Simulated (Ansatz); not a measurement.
System: rocksalt NaI, space group Fm-3m, 2 atoms in the primitive cell, in a cell relaxed beforehand; cubic a = 6.467 Å. Here the cell is stretched along z by ±0.5 %, with x and y held, and the atoms are carried along without relaxing. Ansatz 0.2.0; r2SCAN, Ansatz PAW set, no spin polarisation, no spin-orbit coupling, 6×6×6 k mesh, 500 eV cutoff.

Unstrained, the conduction levels that are followed lie 4.44 eV (Γ) and 5.21 eV (X) above the valence top at Γ.

Q: How will the band edges respond?

A: For each 1 % of strain: −31 meV at Γ, +3 meV at X [001] and −12 meV at X [100]/[010]. For the X levels E[001] − E[100] = Ξu (εzz − εxx), and the splitting is +15 meV for 1 %, so Ξu = 1.5 eV. The threefold valence top splits at 12 meV for each 1 % of strain; under tension the single level lies above the pair. With E(single) − E(pair) = 3b (εzz − εxx), b = +0.39 eV.

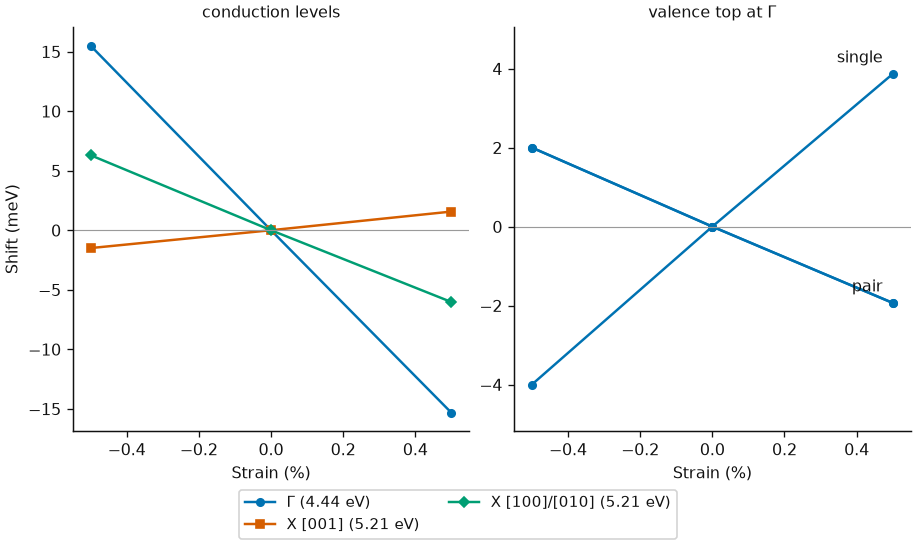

Shifts of the lowest conduction level at the points named, against the centre of the valence top at Γ (unstrained energies in the legend), and the splitting of that top about its centre. Directions are on the cubic axes.

Spin-orbit coupling is left out, which matters for I. The PAW data sets were made with another functional. LDA, GGA and most meta-GGA functionals understate gaps. Spin-orbit coupling, left out here, splits this threefold top even without strain.
